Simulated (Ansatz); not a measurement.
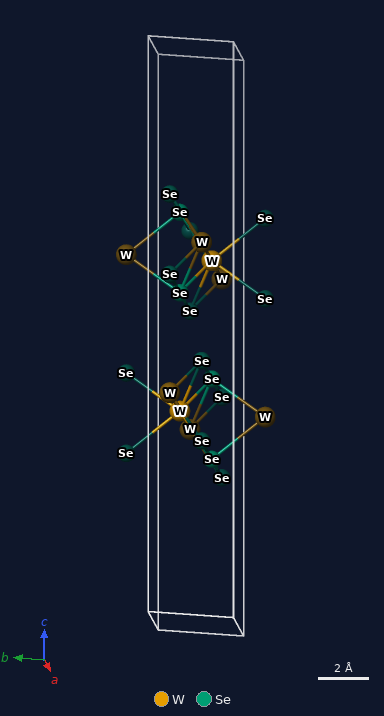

The figure gives a ball-and-stick picture of the atoms, viewed from a general direction. The parallelepiped is the simulation cell. Bonded atoms from the next cells complete the picture, in fainter colours. Cell: a = 2.780 Å, b = 3.541 Å, c = 23.983 Å, α = 90.00°, β = 90.00°, γ = 113.11°.

- The solid is WSe₂.
- The cell has 6 atoms, namely 2 W, 4 Se.
- With the bonds drawn, the coordination numbers are W 8 and Se 5. Not all metal-metal contacts are counted.

Origin of the cell: a structure listed in the Materials Project. The cell was then strained or its atoms displaced on purpose. It went into a calculation with Ansatz.

At this level of theory the cell isn't at rest (compressed, at 7 GPa and forces up to 1.4 eV/Å), so its distances can differ from those at equilibrium, the more so the softer the solid.
